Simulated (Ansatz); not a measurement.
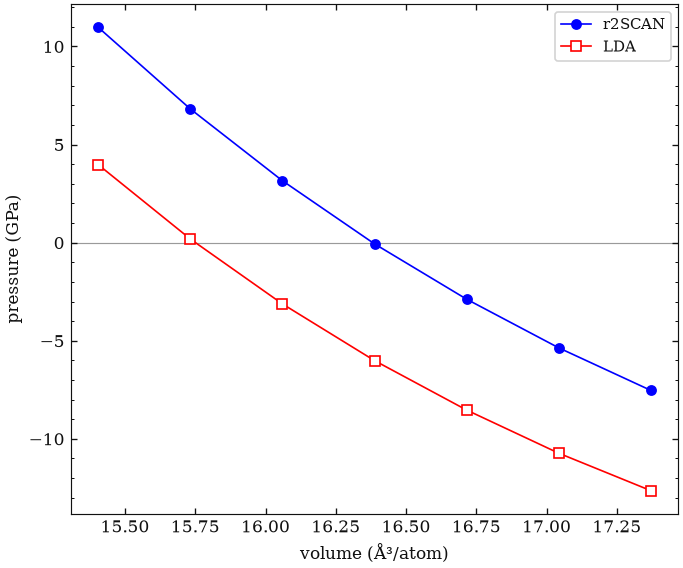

The plot gives the computed pressure against volume, with one curve for each functional, for AlAu₂ (space group I4/mmm).

Computed with Ansatz 0.2.0: plane-wave DFT, no spin polarisation; energies at scaled volumes of the given cell, shape and fractions fixed, counted from the fit's minimum, third-order Birch-Murnaghan fit. All runs: no spin polarisation.

- k mesh: 11×11×11
- occupations: Fermi–Dirac
- smearing width: 0.05 eV
- potentials: Ansatz PAW

Settings that differ: r2SCAN: density cutoff 2000 eV, wave cutoff 500 eV; LDA: density cutoff 1680 eV, wave cutoff 420 eV.

Question: Order the curves by fitted equilibrium volume, smallest first.

Answer: LDA 15.750, r2SCAN 16.382 Å³/atom.

Question: Order the curves by fitted bulk modulus, smallest first.

Answer: r2SCAN 151, LDA 169 GPa.

Question: For r2SCAN: how does the pressure vary with volume?

Answer: It falls from 10.98 GPa at volume 15.40 Å³/atom to −7.53 GPa at 17.37 Å³/atom, and changes sign near 16.38 Å³/atom.

Question: For LDA: how does the pressure vary with volume?

Answer: It falls from 3.98 GPa at volume 15.40 Å³/atom to −12.64 GPa at 17.37 Å³/atom, and changes sign near 15.75 Å³/atom.

Note: spin-orbit coupling left out, heavy elements; shape and atomic fractions are frozen while scaling, which makes layered, chain and framework solids too stiff.
